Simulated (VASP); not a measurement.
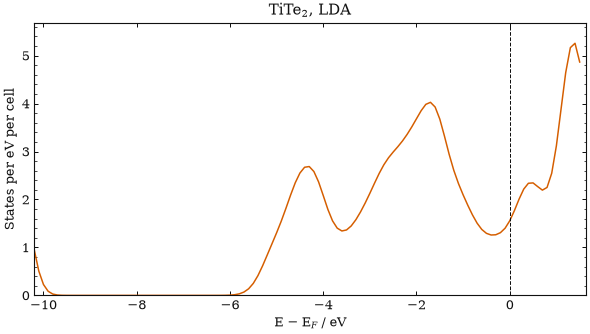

Density of states. Energies are counted from the Fermi level. The DOS curve is built from the levels of the k mesh with Gaussians 0.55 eV wide, which also blur the band edges; ripples of that width can come from the mesh.

System: CdI2-type TiTe2, space group P-3m1 (No. 164), 3 atoms in the cell.

```
Ti Te
1.0
     3.69612    0.00000    0.00000
    -1.84806    3.20093    0.00000
     0.00000    0.00000    6.37296
Ti Te
1 2
Direct
  0.00000 0.00000 0.00000
  0.66667 0.33333 0.27166
  0.33333 0.66667 0.72834
```

Computed with VASP: LDA, VASP PAW LDA potentials, release 64 (Ti_sv, Te), no spin polarisation, no spin-orbit coupling, 12×12×6 k mesh, 520 eV cutoff, Methfessel-Paxton smearing of 0.1 eV.

Q: Metal or insulator, and how many states lie at the Fermi level?

A: It is a metal. The density of states at the Fermi level is about 1.6 per eV and cell (mean within 0.25 eV), or 0.54 per atom.

Spin-orbit coupling is left out, which matters for Te. The cell was derived from a database entry in an earlier step, so it needn't be the measured one.
